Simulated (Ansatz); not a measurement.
## Run report: Sn4O7, geometry relaxation (part 3 of 3)

Sn4O7 (slab, 22 atoms in the cell); DFT PBEsol, scalar-relativistic, plane waves, PAW, no spin polarisation (Ansatz 0.2.0); cutoff 420 eV, 8×4×1 k-mesh, Gaussian smearing of 0.05 eV. The structure derives from an entry of the Crystallography Open Database. It belongs to a series of runs on one base structure; here: (1 1 0) slab, atoms relaxed.

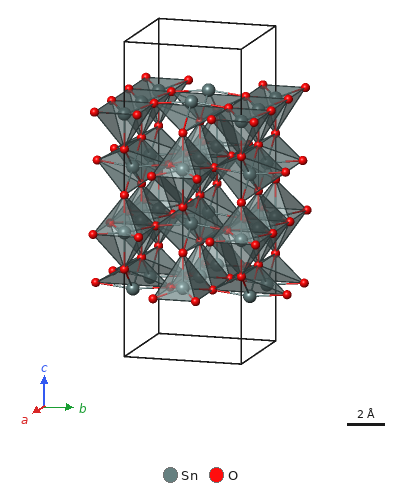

**Figure 1.** The geometry at step 5 of the log (polyhedral view of the 2 × 1 repeat of the cell, with the vacuum cut short, seen slightly off an axis; polyhedra are completed across the faces of the cell).

## Trajectory as extended XYZ, continued
```
22
Lattice="3.2121 0.0000 0.0000 0.0000 6.7443 0.0000 0.0000 0.0000 25.1165" Properties=species:S:1:pos:R:3:forces:R:3 step=3 energy=-55447.69636
Sn    0.0000    3.3722    7.6626    0.0000   0.0000  -0.1749
Sn    1.6060    0.0000    7.2381    0.0000   0.0000  -0.1589
O     1.6060    2.1500    7.2582    0.0000  -0.0465   0.2172
O     1.6060    4.5943    7.2582    0.0000   0.0465   0.2172
O     0.0000    0.0000    8.6443    0.0000   0.0000   0.1775
O     0.0000    3.3722    9.6642    0.0000   0.0000   0.0081
Sn    0.0000    0.0000   10.7303    0.0000   0.0000  -0.4087
Sn    1.6060    3.3722   11.0042    0.0000   0.0000   0.0246
O     1.6060    5.4271   10.7954    0.0000  -0.0119   0.0851
O     1.6060    1.3172   10.7954    0.0000   0.0119   0.0851
O     0.0000    3.3722   12.2989    0.0000   0.0000  -0.2199
O     0.0000    0.0000   12.8176    0.0000   0.0000   0.2199
Sn    0.0000    3.3722   14.3863    0.0000   0.0000   0.4087
Sn    1.6060    0.0000   14.1123    0.0000   0.0000  -0.0246
O     1.6060    2.0550   14.3211    0.0000  -0.0118  -0.0851
O     1.6060    4.6894   14.3211    0.0000   0.0118  -0.0851
O     0.0000    0.0000   15.4523    0.0000   0.0000  -0.0081
O     0.0000    3.3722   16.4722    0.0000   0.0000  -0.1775
Sn    0.0000    0.0000   17.4539    0.0000   0.0000   0.1749
Sn    1.6060    3.3722   17.8784    0.0000   0.0000   0.1589
O     1.6060    5.5222   17.8583    0.0000  -0.0465  -0.2172
O     1.6060    1.2222   17.8583    0.0000   0.0465  -0.2172
22
Lattice="3.2121 0.0000 0.0000 0.0000 6.7443 0.0000 0.0000 0.0000 25.1165" Properties=species:S:1:pos:R:3:forces:R:3 step=4 energy=-55447.75258
Sn    0.0000    3.3722    7.6936    0.0000   0.0000  -0.0337
Sn    1.6060    0.0000    7.2156    0.0000   0.0000  -0.0565
O     1.6060    2.1458    7.3267    0.0000  -0.0062   0.0867
O     1.6060    4.5985    7.3267    0.0000   0.0062   0.0867
O     0.0000    0.0000    8.6393    0.0000   0.0000  -0.0101
O     0.0000    3.3722    9.6862    0.0000   0.0000   0.1036
Sn    0.0000    0.0000   10.7043    0.0000   0.0000  -0.0556
Sn    1.6060    3.3722   11.0283    0.0000   0.0000  -0.0594
O     1.6060    5.4262   10.8111    0.0000   0.0552   0.0090
O     1.6060    1.3181   10.8111    0.0000  -0.0552   0.0090
O     0.0000    3.3722   12.3070    0.0000   0.0000  -0.0198
O     0.0000    0.0000   12.8096    0.0000   0.0000   0.0198
Sn    0.0000    3.3722   14.4122    0.0000   0.0000   0.0556
Sn    1.6060    0.0000   14.0883    0.0000   0.0000   0.0594
O     1.6060    2.0541   14.3055    0.0000   0.0552  -0.0090
O     1.6060    4.6903   14.3055    0.0000  -0.0552  -0.0090
O     0.0000    0.0000   15.4303    0.0000   0.0000  -0.1036
O     0.0000    3.3722   16.4772    0.0000   0.0000   0.0100
Sn    0.0000    0.0000   17.4230    0.0000   0.0000   0.0337
Sn    1.6060    3.3722   17.9009    0.0000   0.0000   0.0565
O     1.6060    5.5180   17.7898    0.0000  -0.0061  -0.0867
O     1.6060    1.2263   17.7898    0.0000   0.0061  -0.0867
22
Lattice="3.2121 0.0000 0.0000 0.0000 6.7443 0.0000 0.0000 0.0000 25.1165" Properties=species:S:1:pos:R:3:forces:R:3 step=5 energy=-55447.76580
Sn    0.0000    3.3722    7.7540    0.0000   0.0000  -0.0561
Sn    1.6060    0.0000    7.1858    0.0000   0.0000   0.0350
O     1.6060    2.1446    7.4055    0.0000  -0.0405   0.0090
O     1.6060    4.5997    7.4055    0.0000   0.0405   0.0090
O     0.0000    0.0000    8.6174    0.0000   0.0000  -0.0909
O     0.0000    3.3722    9.7377    0.0000   0.0000  -0.0126
Sn    0.0000    0.0000   10.6738    0.0000   0.0000   0.0920
Sn    1.6060    3.3722   11.0647    0.0000   0.0000  -0.0045
O     1.6060    5.4294   10.8123    0.0000  -0.0104  -0.0287
O     1.6060    1.3150   10.8123    0.0000   0.0104  -0.0287
O     0.0000    3.3722   12.3334    0.0000   0.0000   0.0374
O     0.0000    0.0000   12.7831    0.0000   0.0000  -0.0374
Sn    0.0000    3.3722   14.4427    0.0000   0.0000  -0.0920
Sn    1.6060    0.0000   14.0518    0.0000   0.0000   0.0045
O     1.6060    2.0572   14.3043    0.0000  -0.0104   0.0287
O     1.6060    4.6872   14.3043    0.0000   0.0104   0.0287
O     0.0000    0.0000   15.3788    0.0000   0.0000   0.0125
O     0.0000    3.3722   16.4992    0.0000   0.0000   0.0909
Sn    0.0000    0.0000   17.3625    0.0000   0.0000   0.0561
Sn    1.6060    3.3722   17.9307    0.0000   0.0000  -0.0350
O     1.6060    5.5168   17.7111    0.0000  -0.0405  -0.0090
O     1.6060    1.2275   17.7111    0.0000   0.0405  -0.0090
22
Lattice="3.2121 0.0000 0.0000 0.0000 6.7443 0.0000 0.0000 0.0000 25.1165" Properties=species:S:1:pos:R:3:forces:R:3 step=6 energy=-55447.76757
Sn    0.0000    3.3722    7.7412    0.0000   0.0000   0.0205
Sn    1.6060    0.0000    7.1881    0.0000   0.0000   0.0037
O     1.6060    2.1418    7.4004    0.0000   0.0243  -0.0080
O     1.6060    4.6025    7.4004    0.0000  -0.0243  -0.0080
O     0.0000    0.0000    8.6135    0.0000   0.0000  -0.0089
O     0.0000    3.3722    9.7280    0.0000   0.0000   0.0138
Sn    0.0000    0.0000   10.6768    0.0000   0.0000   0.0010
Sn    1.6060    3.3722   11.0569    0.0000   0.0000  -0.0282
O     1.6060    5.4285   10.8031    0.0000   0.0041   0.0071
O     1.6060    1.3158   10.8031    0.0000  -0.0041   0.0071
O     0.0000    3.3722   12.3307    0.0000   0.0000   0.0106
O     0.0000    0.0000   12.7859    0.0000   0.0000  -0.0106
Sn    0.0000    3.3722   14.4397    0.0000   0.0000  -0.0010
Sn    1.6060    0.0000   14.0596    0.0000   0.0000   0.0281
O     1.6060    2.0564   14.3134    0.0000   0.0041  -0.0071
O     1.6060    4.6880   14.3134    0.0000  -0.0041  -0.0071
O     0.0000    0.0000   15.3885    0.0000   0.0000  -0.0138
O     0.0000    3.3722   16.5030    0.0000   0.0000   0.0089
Sn    0.0000    0.0000   17.3753    0.0000   0.0000  -0.0204
Sn    1.6060    3.3722   17.9284    0.0000   0.0000  -0.0037
O     1.6060    5.5140   17.7161    0.0000   0.0243   0.0080
O     1.6060    1.2303   17.7161    0.0000  -0.0243   0.0080
22
Lattice="3.2121 0.0000 0.0000 0.0000 6.7443 0.0000 0.0000 0.0000 25.1165" Properties=species:S:1:pos:R:3:forces:R:3 step=7 energy=-55447.76770
Sn    0.0000    3.3722    7.7416    0.0000   0.0000  -0.0056
Sn    1.6060    0.0000    7.1883    0.0000   0.0000  -0.0059
O     1.6060    2.1432    7.3976    0.0000  -0.0046   0.0012
O     1.6060    4.6012    7.3976    0.0000   0.0046   0.0012
O     0.0000    0.0000    8.6129    0.0000   0.0000   0.0082
O     0.0000    3.3722    9.7282    0.0000   0.0000   0.0032
Sn    0.0000    0.0000   10.6771    0.0000   0.0000   0.0053
Sn    1.6060    3.3722   11.0559    0.0000   0.0000   0.0105
O     1.6060    5.4287   10.8045    0.0000   0.0014  -0.0033
O     1.6060    1.3156   10.8045    0.0000  -0.0014  -0.0033
O     0.0000    3.3722   12.3307    0.0000   0.0000  -0.0044
O     0.0000    0.0000   12.7858    0.0000   0.0000   0.0044
Sn    0.0000    3.3722   14.4394    0.0000   0.0000  -0.0053
Sn    1.6060    0.0000   14.0606    0.0000   0.0000  -0.0105
O     1.6060    2.0566   14.3121    0.0000   0.0014   0.0033
O     1.6060    4.6878   14.3121    0.0000  -0.0014   0.0033
O     0.0000    0.0000   15.3883    0.0000   0.0000  -0.0032
O     0.0000    3.3722   16.5036    0.0000   0.0000  -0.0082
Sn    0.0000    0.0000   17.3749    0.0000   0.0000   0.0056
Sn    1.6060    3.3722   17.9282    0.0000   0.0000   0.0059
O     1.6060    5.5153   17.7189    0.0000  -0.0046  -0.0012
O     1.6060    1.2290   17.7189    0.0000   0.0046  -0.0012
```

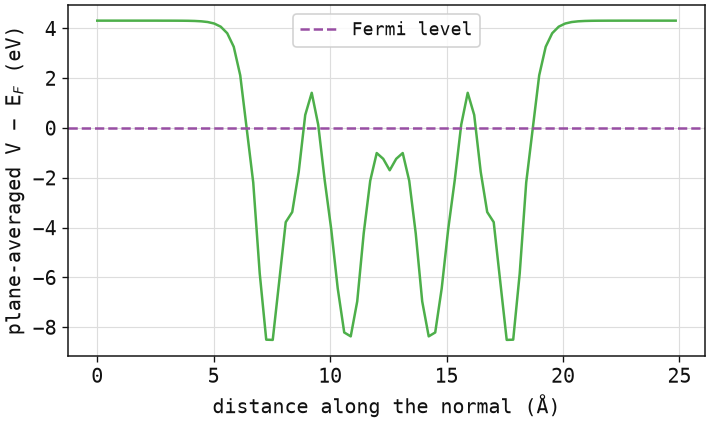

**Figure 2.** Plane average of the electrostatic potential energy of an electron across the cell, from the Fermi level. The vacuum level lies 4.31 eV above the Fermi level.

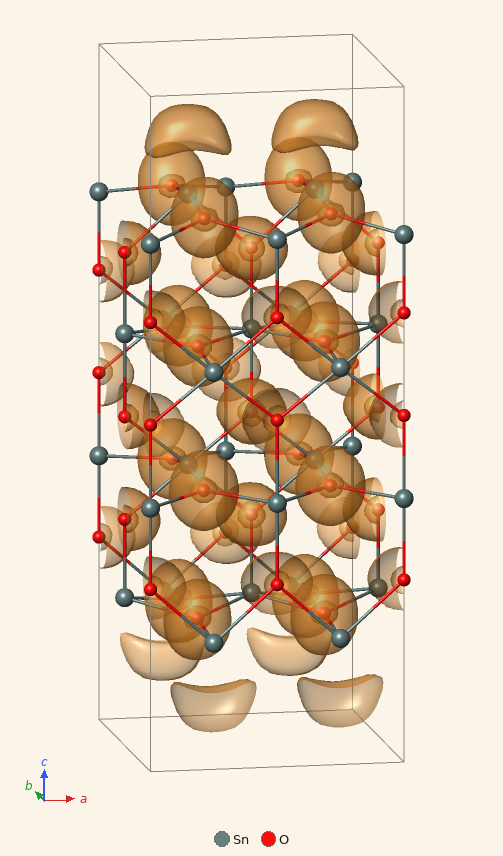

**Figure 3.** Isosurface of the ELF at 0.65 (orange), seen slightly off an axis. Only the valence region is drawn (cores and ρ < 0.01 e/Å³ removed). Sticks mark near contacts. Along the contacts the grid gives the following. Sn–O (1.99 Å): the ELF is about 0.25 at the midpoint (a polar contact without a shared pair, in a metal). Sn–O (2.05 Å): the ELF is about 0.25 at the midpoint (no shared pair; the contact is polar). The fields are those of the smooth PAW valence density.

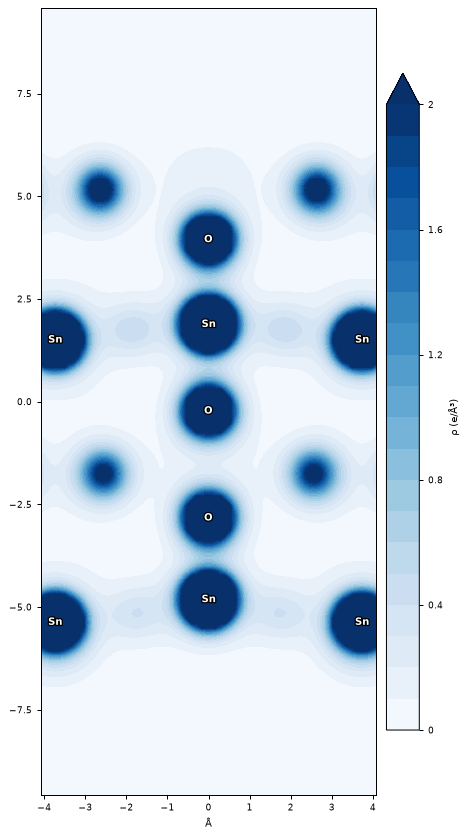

**Figure 4.** Valence electron density on the (110) plane of the calculation cell, a cut from vacuum to vacuum. Sn–O (1.99 Å): ρ at the midpoint is about 0.78 e/Å³. Sn–O (2.06 Å): ρ is about 0.67 e/Å³ halfway. Sn–O (2.11 Å): the density is about 0.59 e/Å³ at the midpoint. The density dies away to nearly zero in the vacuum.

The run was set up as follows.

## Input file
```yaml
crystal:
  lattice:
    - [3.2120684225, 0.0, 0.0]
    - [0.0, 6.7443405568, 0.0]
    - [0.0, 0.0, 25.1165108352]
  atoms:
    - { symbol: Sn, position: [0.0, 0.5, 0.2986083556] }
    - { symbol: Sn, position: [0.5, 0.0, 0.2986083556] }
    - { symbol: O, position: [0.5, 0.306276504, 0.2986083556] }
    - { symbol: O, position: [0.5, 0.693723496, 0.2986083556] }
    - { symbol: O, position: [0.0, 0.0, 0.3506274135] }
    - { symbol: O, position: [0.0, 0.5, 0.380850394] }
    - { symbol: Sn, position: [0.0, 0.0, 0.4328694519] }
    - { symbol: Sn, position: [0.5, 0.5, 0.4328694519] }
    - { symbol: O, position: [0.5, 0.806276504, 0.4328694519] }
    - { symbol: O, position: [0.5, 0.193723496, 0.4328694519] }
    - { symbol: O, position: [0.0, 0.5, 0.4848885098] }
    - { symbol: O, position: [0.0, 0.0, 0.5151114902] }
    - { symbol: Sn, position: [0.0, 0.5, 0.5671305481] }
    - { symbol: Sn, position: [0.5, 0.0, 0.5671305481] }
    - { symbol: O, position: [0.5, 0.306276504, 0.5671305481] }
    - { symbol: O, position: [0.5, 0.693723496, 0.5671305481] }
    - { symbol: O, position: [0.0, 0.0, 0.619149606] }
    - { symbol: O, position: [0.0, 0.5, 0.6493725865] }
    - { symbol: Sn, position: [0.0, 0.0, 0.7013916444] }
    - { symbol: Sn, position: [0.5, 0.5, 0.7013916444] }
    - { symbol: O, position: [0.5, 0.806276504, 0.7013916444] }
    - { symbol: O, position: [0.5, 0.193723496, 0.7013916444] }
basis:
  ecutwfc: 420
kpoints:
  mp_grid: { grid: [8, 4, 1] }
hamiltonian:
  xc: pbesol
scf:
  occupations: { method: gaussian, width: 0.05 }
output:
  forces: true
  eigenvalues: true
  write_density: true
  write_potential: true
  elf: true
  volumetric_format: npy
relax:
  adjacent_minimum: "off"
  f_tol: 0.02
  max_steps: 60
efield:
  axis: 3
  dipole_correction: true
  ramp_width: 0.04
```

Command:
```bash
ansatz run input.yaml --threads 2 --pin off --max-ram 5120MiB --backend cpu --events-out ev --progress --plain --runs-dir out
```

## Results in brief

```tsv
quantity	value
outcome	converged
electrons treated	196
free energy	−55447.7677 eV
work function, top face	4.31 eV
work function, bottom face	4.31 eV
Fermi energy	3.728 eV
gap on the k-point mesh	none (metallic)
final volume	544.11 Å³
work function (upper face)	4.31 eV
largest force (length of the vector) at the end	0.010 eV/Å
hardware	2 threads of AMD EPYC (Zen 5), 16 GiB of memory available, shared host
wall time	2.6 min (CPU time 5.3 min)
peak memory	1.5 GiB
```

## Notes

The program warns: the exchange-correlation potential is rough where the density is thin.
